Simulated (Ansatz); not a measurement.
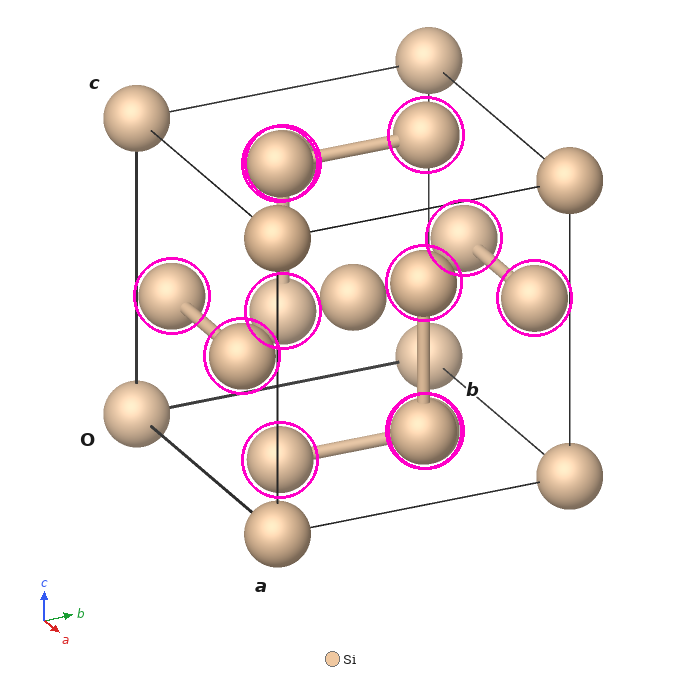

For Si, the geometry relaxed with DFT, revPBE, plane waves (420 eV) with PAW, scalar-relativistic in Ansatz; the starting structure was generated, so it need not be a known form of this composition: one unit cell; the ringed atoms, with their copies on corners, edges and faces, form one crystallographic orbit. Symmetry computed with spglib at a tolerance of 0.002 Å; standard conventional cell.

a = 4.931 Å, b = 4.931 Å, c = 4.931 Å, α = 90.00°, β = 90.00°, γ = 90.00°; space group No. 223, Pm-3n.

Which Wyckoff position do the ringed atoms fill?

Si on 6c, site symmetry -4m.2: 48 operations a cell over 8 that keep the site give 6 atoms, with 0 free parameters.

List their coordinates.

(1/4, 0, 1/2); (3/4, 0, 1/2); (1/2, 1/4, 0); (1/2, 3/4, 0); (0, 1/2, 1/4); (0, 1/2, 3/4).
